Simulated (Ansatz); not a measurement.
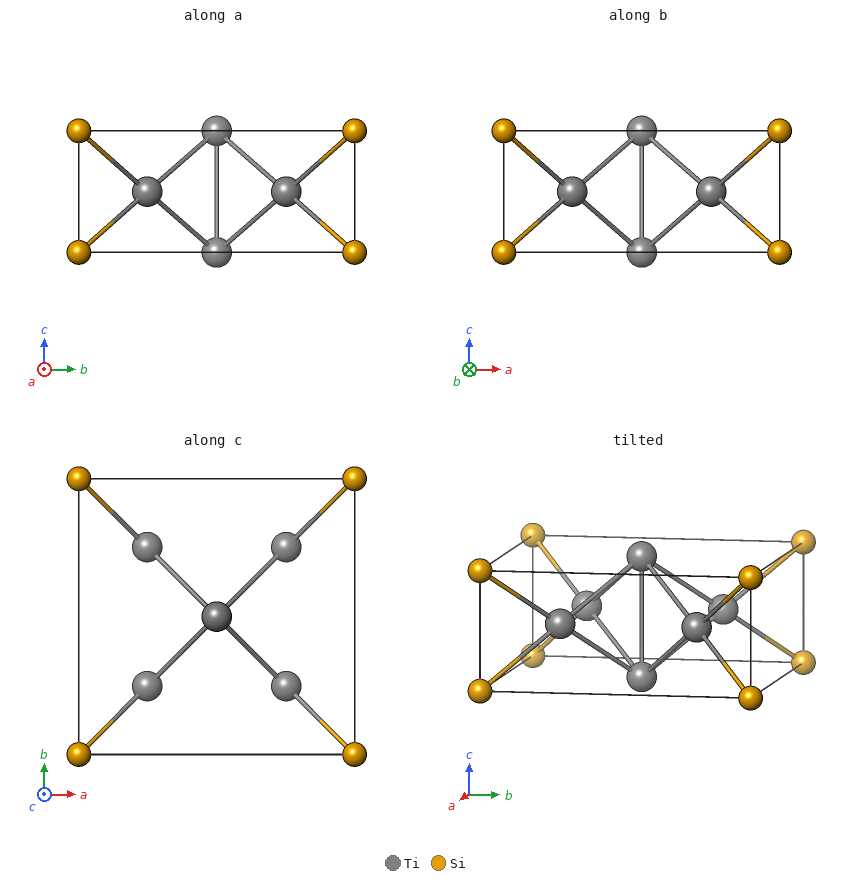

We look at a ball-and-stick model of the crystal along the a axis, along the b axis, along the c axis and slightly off an axis. Lines trace the edges of the conventional unit cell.

Lattice parameters: a = 6.383 Å, b = 6.383 Å, c = 2.814 Å, α = 90.00°, β = 90.00°, γ = 90.00°.

Question: Set out the cell and atoms as a table of Wyckoff sites, with free fractional coordinates to two decimals.

Answer: Space group P4/mmm (No. 123).
```tsv
atom	site	x	y	z
Ti	4k	0.75	0.75	0.50
Ti	1c	0.50	0.50	0.00
Si	1a	0.00	0.00	0.00
```

Origin of the cell: a random cell made by a generator, so it need not be a real form of the compound. Relaxation method: Ansatz 0.2.0, DFT PBE, scalar-relativistic, plane waves, PAW.
